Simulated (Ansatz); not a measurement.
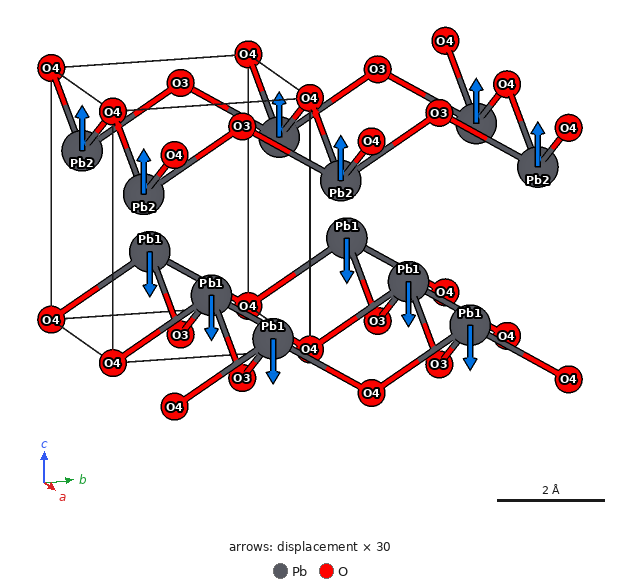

This is a relaxation of a crystal of PbO (a generated structure, set up in P4/nmm) (coarse preliminary run). The starting structure is drawn; blue arrows show the displacements (the part carried along by the change of the cell is left out), magnified 30 times.

The picture is a ball-and-stick view of the cell of the calculation, repeated 2 × 2 × 1 with one cell outlined, seen slightly off an axis.

Case: Sn → Pb on all its sites, cell and atoms relaxed.

Method: Ansatz, DFT PBEsol, scalar-relativistic, plane waves, PAW.

Input file:
```yaml
crystal:
  lattice:
    - [3.8886343042, 0.0, 0.0]
    - [0.0, 3.8886343042, 0.0]
    - [0.0, 0.0, 4.857537216]
  atoms:
    - { symbol: Pb, position: [0.0, 0.5, 0.2423994222] }
    - { symbol: Pb, position: [0.5, 0.0, 0.7576005778] }
    - { symbol: O, position: [0.5, 0.5, 0.0] }
    - { symbol: O, position: [0.0, 0.0, 0.0] }
basis:
  ecutwfc: 420
kpoints:
  mp_grid: { grid: [6, 6, 4] }
hamiltonian:
  xc: pbesol
scf:
  occupations: { method: gaussian, width: 0.1 }
output:
  forces: true
  stress: true
  eigenvalues: true
relax:
  adjacent_minimum: "off"
  f_tol: 0.05
  max_steps: 60
  cell: { stress_tol: 0.5 }
```

Command:
```bash
ansatz run input.yaml --threads 1 --pin off --max-ram 2560MiB --backend cpu --events-out ev --progress --plain --runs-dir out
```

**Which element moves most?**

Lead: up to 0.030 Å, against 0.000 Å for oxygen.

**What did the optimiser do to the structure, and how much energy did it gain?**

Over 3 accepted moves (4 points after the start) the energy falls by 96.1 meV per cell of the calculation. Largest force component: 0.63 eV/Å at the start, 0.0057 eV/Å at the end. Pressure: 6.22 GPa at the start and 0.39 GPa at the end. The SCF was repeated once at an unchanged geometry on a basis and grid sized afresh for the cell, which shifted the energy by 19.3 meV per cell of the calculation at most. The largest moves relative to the cell, 0.030 Å, are those of Pb1 and Pb2. Pb1 goes along −c. O stays in place. Cell: a = b 3.889 → 3.982 Å (+2.4 %), c 4.858 → 5.009 Å (+3.1 %). Volume +8.1 %. Near-neighbour distances that change, for instance: Pb1–O3 2.273 → 2.317 Å. The space group stays P4/nmm (No. 129).

Limits of the set-up: layers or molecules are held without a dispersion correction, so their spacing is unreliable.
